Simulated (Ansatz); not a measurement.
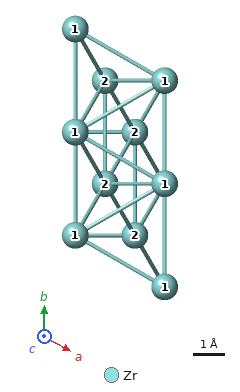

Starting structure of crystalline Zr (built on the samarium (9R)_166 type) (coarse preliminary run). Style: ball-and-stick. Shown: the conventional cell (3 times the calculation's cell), repeated 1 × 2 × 1 with one cell outlined, along the c axis. Lengths and directions refer to the drawn axes.

Case: samarium (9R) type (R-3m, No. 166).

Level of theory: DFT PBEsol, scalar-relativistic, plane waves, PAW in Ansatz 0.2.0.

The input:
```yaml
crystal:
  lattice:
    - [1.6976545112, 0.980141289, 8.2046577289]
    - [-1.6976545112, 0.980141289, 8.2046577289]
    - [0.0, -1.9602825781, 8.2046577289]
  atoms:
    - { symbol: Zr, position: [0.0, 0.0, 0.0] }
    - { symbol: Zr, position: [0.22222, 0.22222, 0.22222] }
    - { symbol: Zr, position: [0.77778, 0.77778, 0.77778] }
basis:
  ecutwfc: 420
kpoints:
  mp_grid: { grid: [6, 6, 6] }
hamiltonian:
  xc: pbesol
scf:
  occupations: { method: gaussian, width: 0.1 }
  lower_state_search: "off"
output:
  forces: true
  stress: true
  eigenvalues: true
relax:
  adjacent_minimum: "off"
  f_tol: 0.04
  max_steps: 70
  cell: { stress_tol: 0.4 }
```

**Where does the relaxation end?**

After 3 accepted moves (4 points after the start) the energy has fallen by 0.716 eV per cell of the calculation. Largest force component: 0.083 eV/Å at the start, 0.0011 eV/Å at the end. The pressure goes from −13.64 to −0.05 GPa. The SCF was repeated once at an unchanged geometry on a basis and grid sized afresh for the cell, which shifted the energy by 0.7 meV per cell of the calculation at most. The largest moves relative to the cell, 0.016 Å, are those of Zr2 and Zr3. Zr2 goes along +c. Cell: a = b 3.395 → 3.172 Å (−6.6 %), c 24.614 → 23.167 Å (−5.9 %). Volume −17.8 %. Near-neighbour distances that change, for instance: Zr1–Zr1 3.395 → 3.172 Å, Zr1–Zr2 3.365 → 3.146 Å, Zr2–Zr3 3.365 → 3.185 Å. The space group stays R-3m (No. 166). The run took of the order of 6 core-seconds on a shared host.

Step by step:

```tsv
step	E − E(0), meV/atom	largest force component, eV/Å	pressure, GPa	volume, Å³/atom	note
0	0.00	0.0833	-13.64	27.304	
1	-223.83	0.0488	-4.18	23.519	
2	-238.01	0.0111	1.17	22.158	
3	-239.00	0.0010	-0.05	22.436	
4	-238.77	0.0011	-0.05	22.436	same geometry, new basis
```

Final geometry:

```
CELL_PARAMETERS angstrom
1.58625 0.91582 7.72222
-1.58625 0.91582 7.72222
0.00000 -1.83164 7.72222
ATOMIC_POSITIONS crystal
Zr 0.00000 0.00000 0.00000
Zr 0.22291 0.22291 0.22291
Zr 0.77709 0.77709 0.77709
```

After the run, drawn alike:

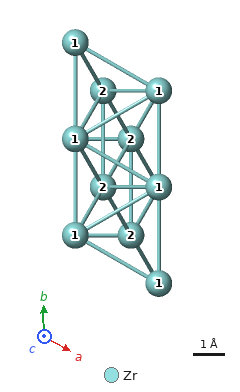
